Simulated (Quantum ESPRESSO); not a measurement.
**A series of single points on CsH**

System: CsH (Fm-3m, 2 atoms in the cell).
Method: Kohn-Sham DFT of a periodic cell, LDA, GBRV 1.5 LDA, no spin polarisation (Quantum ESPRESSO 7.5).

The 7 runs differ only in the geometry, by an even scaling of the cell at fixed fractional positions. The structure derives from an entry of the Crystallography Open Database.

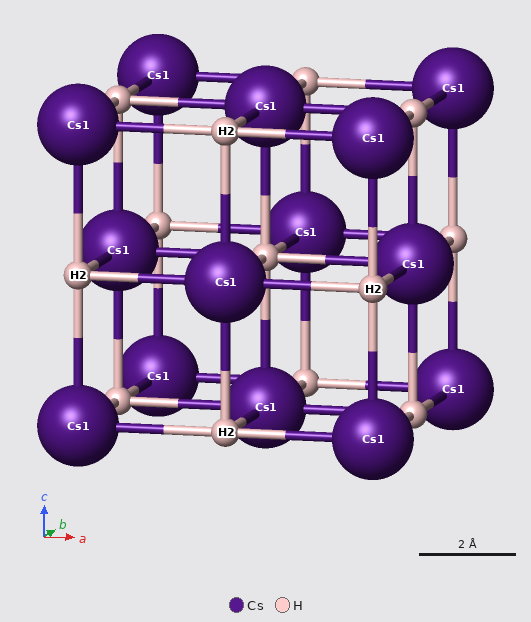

Figure 1. The structure of run 4 (ball-and-stick view of the cell 4 times as large as that of the calculation, set on its symmetry axes, seen slightly off an axis; atoms are numbered from 1 in the order of the input).

**Input of run 4**
```
&CONTROL
  calculation = 'scf'
  prefix = 'pwscf'
  outdir = './tmp'
  pseudo_dir = './pseudo'
  tstress = .true.
  disk_io = 'nowf'
/
&SYSTEM
  ibrav = 0
  nat = 2
  ntyp = 2
  ecutwfc = 45
  ecutrho = 360
  nbnd = 10
  occupations = 'smearing'
  smearing = 'fd'
  degauss = 0.00367493
/
&ELECTRONS
  conv_thr = 4d-10
  electron_maxstep = 120
  mixing_beta = 0.5
/
ATOMIC_SPECIES
Cs   132.9055 cs_lda_v1.uspp.F.UPF
H      1.0080 h_lda_v1.4.uspp.F.UPF
CELL_PARAMETERS angstrom
   0.0000000000    3.1880000000    3.1880000000
   3.1880000000    0.0000000000    3.1880000000
   3.1880000000    3.1880000000    0.0000000000
ATOMIC_POSITIONS crystal
Cs     0.0000000000    0.0000000000    0.0000000000
H      0.5000000000    0.5000000000    0.5000000000
K_POINTS automatic
7 7 7 0 0 0
```

Command:
```bash
OMP_NUM_THREADS=1 mpirun -n 2 pw.x -nk 2 -in pw.in > pw.out
```

Run 5 differs from it as follows:
```diff
-   0.0000000000    3.1880000000    3.1880000000
-   3.1880000000    0.0000000000    3.1880000000
-   3.1880000000    3.1880000000    0.0000000000
+   0.0000000000    3.2091131981    3.2091131981
+   3.2091131981    0.0000000000    3.2091131981
+   3.2091131981    3.2091131981    0.0000000000
```

**Results, with one run withheld**

| run | volume per atom (Å³) | free energy per atom, from the lowest run given (meV) | pressure (GPa) | gap on the mesh (eV) |
| --- | --- | --- | --- | --- |
| 1 | 30.457 | 0.00 | −0.81 | 2.17 |
| 2 | 31.105 | 3.63 | −0.99 | 2.19 |
| 3 | 31.753 | 7.91 | −1.15 | 2.22 |
| 4 | 32.401 | 12.85 | −1.30 | 2.24 |
| 5 | 33.049 | ? | ? | ? |
| 6 | 33.697 | 24.28 | −1.55 | 2.27 |
| 7 | 34.345 | 30.70 | −1.65 | 2.29 |

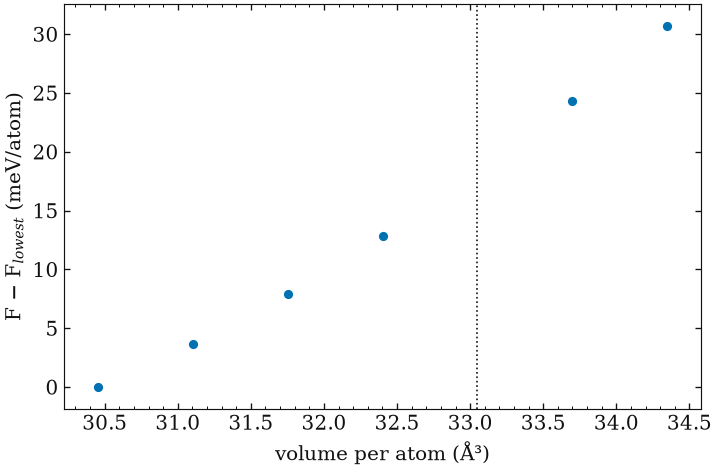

Figure 2. Free energy per atom of the runs given; the dotted line marks run 5.

What should run 5 give?

A cubic polynomial in V^(−2/3) (the Birch–Murnaghan form), fitted to the 6 runs given, misses them by at most 0.01 meV per atom. With x = V^(−2/3) − 0.09871 Å⁻², it reads F = 11.602 − 3833 x + 2.1076e+05 x² − 3.7362e+05 x³ (meV per atom). At run 5 it gives 18.31 meV per atom, and the run itself gives 18.31. The slope of the fit gives a pressure −dF/dV of −1.42 GPa there, and the run prints −1.43 GPa. The fit has no minimum inside this range. The gap on the mesh goes, without turning, from 2.17 eV in run 1 to 2.29 eV in run 7; run 5 has 2.26 eV. These are gaps of this functional on this mesh, which can miss the band edges; they aren't the measured gap.

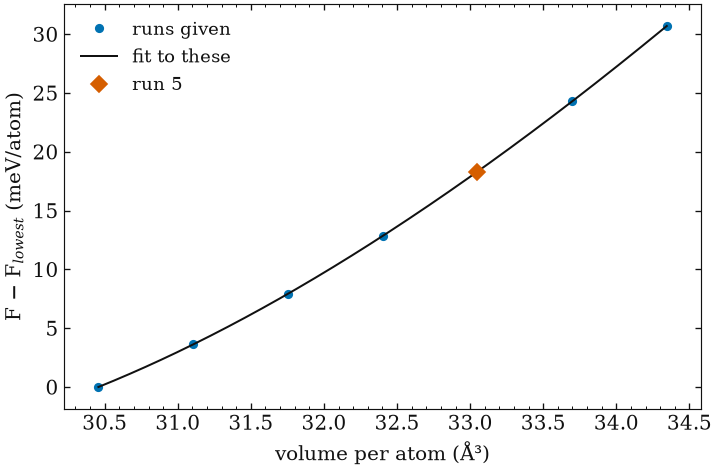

Figure 3. The fit and the withheld run.

**Some lines of the output (run 5)**
```
[...]
     unit-cell volume          =     446.0481 (a.u.)^3
     number of k points=    20  Fermi-Dirac smearing, width (Ry)=  0.0037
     total energy              =     -64.18483918 Ry
     total energy              =     -64.20674634 Ry
     total energy              =     -64.20735452 Ry
     total energy              =     -64.20737982 Ry
     total energy              =     -64.20738950 Ry
     total energy              =     -64.20739138 Ry
     total energy              =     -64.20739175 Ry
     the Fermi energy is     4.0533 ev
!    total energy              =     -64.20739175 Ry
     The total energy is F=E-TS. E is the sum of the following terms:
     Computing stress (Cartesian axis) and pressure
          total   stress  (Ry/bohr**3)                   (kbar)     P=      -14.30
```
